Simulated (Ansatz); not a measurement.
## Electronic structure of Rh in real space

Input

```
crystal:
  lattice:
    - [2.6092112921, 0.0, 0.0]
    - [0.0, 2.6092112921, 0.0]
    - [0.0, 0.0, 2.6092112921]
  atoms:
    - { symbol: Rh, position: [0.0, 0.0, 0.0], spin: 1.0 }
hamiltonian:
  xc: r2scan
  pseudopotentials:
    kind: paw
    azcp:
      Rh: "pseudopotentials/Rh.paw.azcp"
basis:
  ecutwfc: 500
  fft_grid_basis: typed
kpoints:
  mp_grid: { grid: [14, 14, 14], shift: [0, 0, 0] }
magnetization:
  spin_polarized: true
scf:
  occupations: { method: fermi_dirac, width: 0.05 }
  lower_state_search: "off"
output:
  stress: true
  write_density: true
  write_potential: true
  elf: true
  volumetric_format: npy
```

Launched as:

```sh
ansatz run input.yaml --threads 2 --pin off --max-ram 6144MiB --backend cpu --events-out ev --progress --plain --runs-dir out
```

Below, planes, directions and counts refer to the conventional cell (a = 2.61 Å, b = 2.61 Å, c = 2.61 Å, α = 90.00°, β = 90.00°, γ = 90.00°).

Space group Pm-3m; set up as Rh, simple cubic; a generated structure, not necessarily the stable one; changed on purpose from its base cell (volume × 1.12); computed pressure about −13 GPa in this cell; spin-polarised.

The calculation used DFT, r2SCAN, plane waves (500 eV) with PAW, scalar-relativistic in Ansatz 0.2.0.

Core electrons are frozen (PAW), and the valence fields are smoothed inside the atomic spheres.

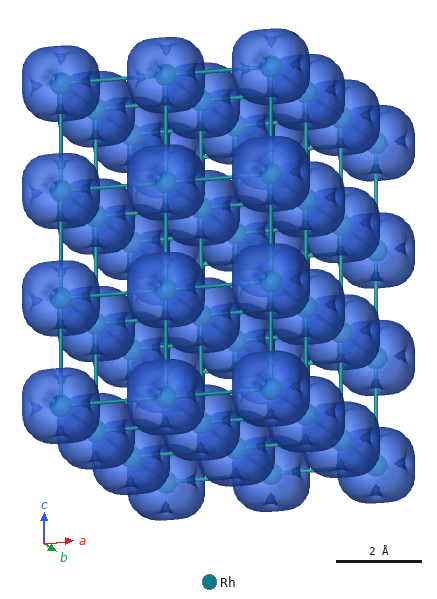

Figure 1. Isosurfaces of the spin density at +0.08 (blue) and −0.08 e/Å³ (red), seen at an oblique angle. Sticks mark near contacts.

**Where is the spin, and how is it ordered?**

The spin density sits on Rh: +1.0 μB in one cell of 1 atoms: parallel moments, as they must be, since the calculation's own cell holds one magnetic site. The cell of the calculation (1 atoms) carries 1.0 μB of net spin moment. Only one sign reaches the isovalue.

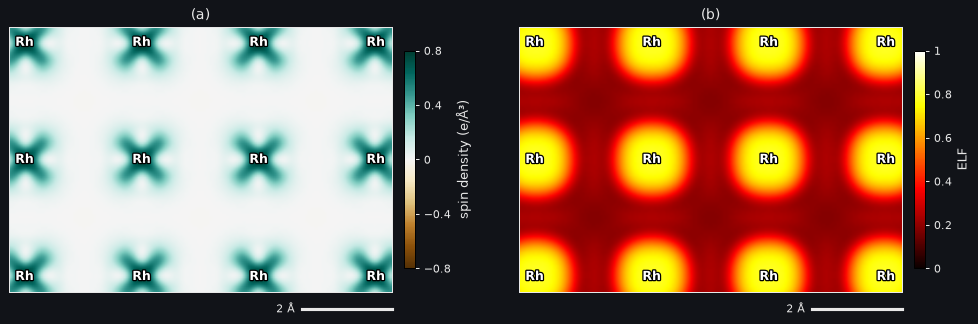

Figure 2. (a) spin density; (b) ELF on the (100) plane of the conventional cell.

**Interpret the plot.**

The plane passes through Rh nuclei.
Rh–Rh (2.61 Å): the ELF is about 0.25 at the midpoint (no shared electron pair shows on this line).
The features right at Rh lie inside the PAW spheres, where the map follows smoothed inner orbitals and isn't to be read closely.

**Does the calculation make it a metal, or give it a gap?**

It is metallic or semimetallic at this level of theory: no gap opens.
